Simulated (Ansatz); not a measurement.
MoTe$_{2}$: single-point calculation (part 2 of 2)

Continued. System: MoTe$_{2}$ (P6₃/mmc, 42 atoms in the cell). Method: DFT PBE, scalar-relativistic, plane waves, PAW, no spin polarisation (Ansatz 0.2.0); cutoff 420 eV, 2×2×2 k-mesh, Gaussian smearing of 0.01 eV. The structure derives from a Materials Project entry. It belongs to a series of runs on one base structure; here: the perfect crystal in a cell of 42 atoms.

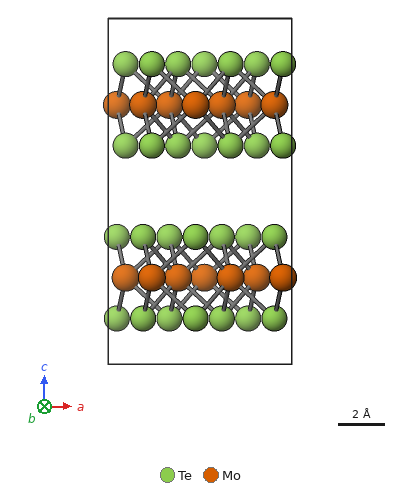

Figure 1. The structure as given in the input (ball-and-stick view of the cell of the calculation, along the b axis). An atom can appear more than once, as a periodic image.

**Output, continued**
```
  k-point 1: bands = ["-50.2423", "-50.2423", "-50.2355", "-50.2355", "-50.2355", "-50.2355", "-50.2355", "-50.2355", "-50.2355", "-50.2355", ... 177 levels left out ..., "-24.2905", "-24.2905", "-24.2905", "-24.2905", "-24.2905", "-24.2610", "-24.2610", "-24.2610", "-24.2610", "-2.0812", "-2.0812", "-1.1469", "-1.1469", "-0.5248", "-0.5248", "-0.5248", "-0.5248", "-0.5248", "-0.5248", "-0.5248", "-0.5248", "-0.5248", "-0.5248", "-0.5248", "-0.5248", "-0.0795", "-0.0795", "-0.0795", "-0.0795",
      "-0.0795", "-0.0795", "-0.0795", "-0.0795", "-0.0795", "-0.0795", "-0.0795", "-0.0795", "5.4906", "5.4906", "5.9738", "5.9738", "5.9738", "5.9738", "5.9738", "5.9738", "5.9738", "5.9738", "5.9738", "5.9738", "5.9738", "5.9738", "6.6199", "6.6199", "6.6199", "6.6199", "6.6199", "6.6199", "6.6199", "6.6199", "6.6199", "6.6199", "6.6199", "6.6199", "7.1421", "7.1421", "7.1421", "7.1421", "7.1421", "7.1421",
      "7.1421", "7.1421", "7.1421", "7.1421", "7.1421", "7.1421", "7.9042", "7.9042", "7.9042", "7.9042", "7.9042", "7.9042", "7.9042", "7.9042", "7.9042", "7.9042", "7.9042", "7.9042", "8.6774", "8.6774", "8.6849", "8.6849", "8.6849", "8.6849", "8.6849", "8.6849", "8.6849", "8.6849", "8.6849", "8.6849", "8.6849", "8.6849", "8.8120", "8.8120", "8.8120", "8.8120", "9.1888", "9.1888", "9.1888", "9.1888",
      "9.1888", "9.1888", "9.1888", "9.1888", "9.1888", "9.1888", "9.1888", "9.1888", "9.5805", "9.5805", "9.5805", "9.5805", "10.0315", "10.0315", "10.0315", "10.0315", "10.0315", "10.0315", "10.0315", "10.0315", "10.0315", "10.0315", "10.0315", "10.0315", "10.2133", "10.2133", "11.7722", "11.7722", "11.7722", "11.7722", "11.7722", "11.7722", "11.7722", "11.7722", "11.7722", "11.7722", "11.7722", "11.7722", "12.1107", "12.1107",
      "12.1107", "12.1107", "12.1107", "12.1107", "12.1107", "12.1107", "12.1107", "12.1107", "12.1107", "12.1107", "12.8214", "12.8214", "12.8214", "12.8214", "12.8214", "12.8214", "12.8214", "12.8214", "12.8214", "12.8214", "12.8214", "12.8214", "13.4821", "13.4821", "13.4821", "13.4821", "13.7562", "13.7562", "13.7562", "13.7562", "13.9242", "13.9242", "13.9242", "13.9242", "13.9242", "13.9242", "13.9242", "13.9242", "13.9242", "13.9242",
      "13.9242", "13.9242", "16.0240", "16.0240", "16.0240", "16.0240", "16.0240", "16.0240", "16.0240", "16.0240", "16.0240"]
  k-point 2: bands = ["-50.2399", "-50.2399", "-50.2399", "-50.2399", "-50.2366", "-50.2366", "-50.2366", "-50.2366", "-50.2345", "-50.2345", ... 177 levels left out ..., "-24.2839", "-24.2802", "-24.2802", "-24.2802", "-24.2802", "-24.2690", "-24.2690", "-24.2690", "-24.2690", "-1.6594", "-1.6594", "-1.5699", "-1.5699", "-0.8955", "-0.8955", "-0.8704", "-0.8704", "-0.7941", "-0.7941", "-0.7600", "-0.7600", "-0.3431", "-0.3431", "-0.2424", "-0.2424", "-0.1768", "-0.1379", "-0.0112", "-0.0112",
      "0.0185", "0.0185", "0.1215", "0.1624", "0.2523", "0.2523", "0.2848", "0.2848", "5.0723", "5.1676", "5.6443", "5.6443", "5.7120", "5.7120", "5.7380", "5.7380", "5.9426", "5.9841", "6.0523", "6.0523", "6.0887", "6.0887", "6.0941", "6.0941", "6.2638", "6.2638", "6.2929", "6.2929", "6.8344", "6.8344", "6.8647", "6.8647", "6.9999", "6.9999", "7.0109", "7.1529", "7.1529", "7.1671", "7.1671", "7.2937",
      "7.3204", "7.3204", "7.5953", "7.5953", "7.7161", "7.7161", "7.7209", "7.7209", "7.8254", "7.8254", "7.8557", "7.8557", "7.8742", "7.8742", "7.9272", "7.9272", "8.1742", "8.2015", "8.2028", "8.2028", "8.3106", "8.3106", "8.3281", "8.3281", "8.7924", "8.7974", "8.7974", "8.8369", "8.8433", "8.8433", "8.8884", "8.8884", "8.8926", "8.8926", "9.0717", "9.0717", "9.1403", "9.1403", "9.1491", "9.1491",
      "9.2177", "9.2177", "9.2585", "9.2585", "9.3566", "9.3566", "9.5427", "9.5427", "9.7089", "9.7114", "9.7457", "9.7457", "9.8477", "9.8477", "9.8809", "9.8809", "10.0204", "10.0204", "10.0609", "10.0609", "10.0886", "10.1708", "10.2366", "10.2366", "10.3247", "10.3247", "11.6463", "11.6463", "11.7034", "11.7034", "11.7797", "11.7797", "11.8301", "11.8494", "12.0278", "12.0278", "12.0869", "12.1175", "12.1175", "12.1569",
      "12.1569", "12.2505", "12.2611", "12.2611", "12.3685", "12.3685", "12.4166", "12.4166", "12.4578", "12.4578", "12.4678", "12.4678", "12.6136", "12.6136", "12.6255", "12.6255", "12.6594", "12.6594", "12.7889", "12.7889", "12.8120", "12.8120", "12.9027", "12.9027", "13.2447", "13.2447", "13.3199", "13.7266", "13.7266", "13.7971", "13.7971", "13.8578", "13.8578", "13.8905", "13.8905", "13.9651", "14.1381", "14.1381", "14.1841", "14.1965",
      "14.2704", "14.4764", "14.5232", "14.5232", "14.9470", "14.9470", "15.2225", "15.2225", "16.0478", "16.0478", "16.1195"]
  k-point 3: bands = ["-50.2399", "-50.2399", "-50.2399", "-50.2399", "-50.2366", "-50.2366", "-50.2366", "-50.2366", "-50.2345", "-50.2345", ... 177 levels left out ..., "-24.2840", "-24.2802", "-24.2802", "-24.2802", "-24.2802", "-24.2690", "-24.2690", "-24.2690", "-24.2690", "-1.6182", "-1.6182", "-1.6182", "-1.6182", "-0.8356", "-0.8356", "-0.8356", "-0.8356", "-0.8245", "-0.8245", "-0.8245", "-0.8245", "-0.2894", "-0.2894", "-0.2894", "-0.2894", "-0.1587", "-0.1587", "0.0027", "0.0027",
      "0.0027", "0.0027", "0.1433", "0.1433", "0.2694", "0.2694", "0.2694", "0.2694", "5.1192", "5.1192", "5.6783", "5.6783", "5.6783", "5.6783", "5.9577", "5.9577", "5.9731", "5.9731", "5.9731", "5.9731", "6.0722", "6.0722", "6.0722", "6.0722", "6.1764", "6.1764", "6.1764", "6.1764", "6.8218", "6.8218", "6.8218", "6.8218", "7.1058", "7.1058", "7.1058", "7.1058", "7.1590", "7.1590", "7.2162", "7.2162",
      "7.2162", "7.2162", "7.6542", "7.6542", "7.6542", "7.6542", "7.8548", "7.8548", "7.8548", "7.8548", "7.9150", "7.9150", "7.9150", "7.9150", "8.0880", "8.0880", "8.0880", "8.0880", "8.1877", "8.1877", "8.2785", "8.2785", "8.2785", "8.2785", "8.8094", "8.8094", "8.8222", "8.8222", "8.8222", "8.8222", "8.8626", "8.8626", "8.8626", "8.8626", "9.1451", "9.1451", "9.1451", "9.1451", "9.1531", "9.1531",
      "9.1531", "9.1531", "9.2816", "9.2816", "9.2816", "9.2816", "9.6230", "9.6230", "9.6230", "9.6230", "9.7127", "9.7127", "9.8681", "9.8681", "9.8681", "9.8681", "10.0316", "10.0316", "10.0316", "10.0316", "10.1296", "10.1296", "10.2804", "10.2804", "10.2804", "10.2804", "11.7457", "11.7457", "11.7457", "11.7457", "11.8273", "11.8273", "11.8273", "11.8273", "11.8392", "11.8392", "12.1731", "12.1731", "12.1797", "12.1797",
      "12.1797", "12.1797", "12.2539", "12.2539", "12.2539", "12.2539", "12.4635", "12.4635", "12.4635", "12.4635", "12.5882", "12.5882", "12.5882", "12.5882", "12.6400", "12.6400", "12.6400", "12.6400", "12.8587", "12.8587", "12.8587", "12.8587", "12.9758", "12.9758", "12.9758", "12.9758", "13.6209", "13.6209", "13.7883", "13.7883", "13.7883", "13.7883", "13.9359", "13.9359", "13.9359", "13.9359", "14.0733", "14.0733", "14.1135", "14.1135",
      "14.1135", "14.1135", "14.4945", "14.4945", "15.2418", "15.2418", "15.2418", "15.2418", "16.2824", "16.2824", "16.2824"]
```

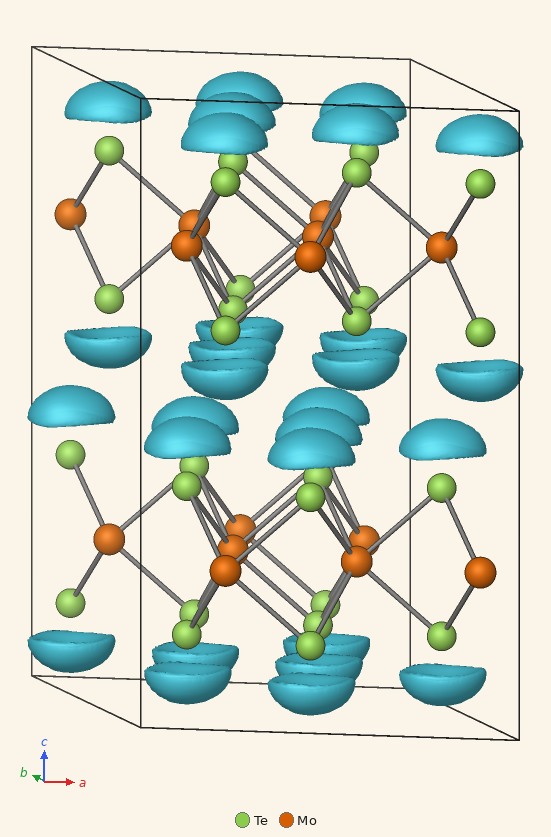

Figure 2. Isosurface of the ELF at 0.7 (cyan), seen slightly off an axis. Only the valence region is drawn (cores and ρ < 0.01 e/Å³ removed). Sticks mark near contacts. The outline is the calculation cell. Along the contacts the grid gives the following. Te–Mo (2.74 Å): the ELF is about 0.55 at the midpoint. In a PAW calculation such maps are meaningful between the atoms, not at the nuclei.

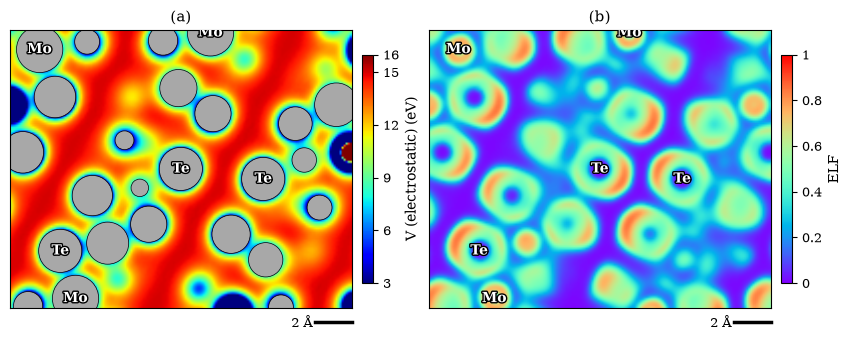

Figure 3. (a) electrostatic potential (local pseudopotential plus Hartree) felt by an electron; (b) ELF on the (111) plane of the calculation cell. Grey discs, where drawn, cover atomic cores. The section cuts through Te and Mo sites. Te–Mo (2.74 Å): the ELF is about 0.55 at the midpoint. The strong features right at Mo lie inside the PAW spheres (semicore, d or f shells) and say nothing about bonding. Outside the cores the potential energy rises away from the atoms and is highest about 2.8 Å from the nearest atoms; outside the discs it spans about 11 eV, and its zero is arbitrary.

**Results in brief**

```json
{"quantity": "outcome", "value": "converged"}
{"quantity": "space group (tolerance 0.01 Å)", "value": "P6₃/mmc (194)"}
{"quantity": "electrons treated", "value": "644"}
{"quantity": "free energy", "value": "−264834.2809 eV"}
{"quantity": "Fermi energy", "value": "10.967 eV"}
{"quantity": "gap on the k-point mesh", "value": "1.22 eV"}
{"quantity": "pressure", "value": "0.04 GPa"}
{"quantity": "largest force (length of the vector)", "value": "under 0.001 eV/Å"}
{"quantity": "hardware", "value": "4 threads of Oxide Virtual Turin-like (Zen 5), 32 GiB of memory available, shared host"}
{"quantity": "wall time", "value": "34 s (CPU time 2.1 min)"}
{"quantity": "peak memory", "value": "7 GiB"}
```
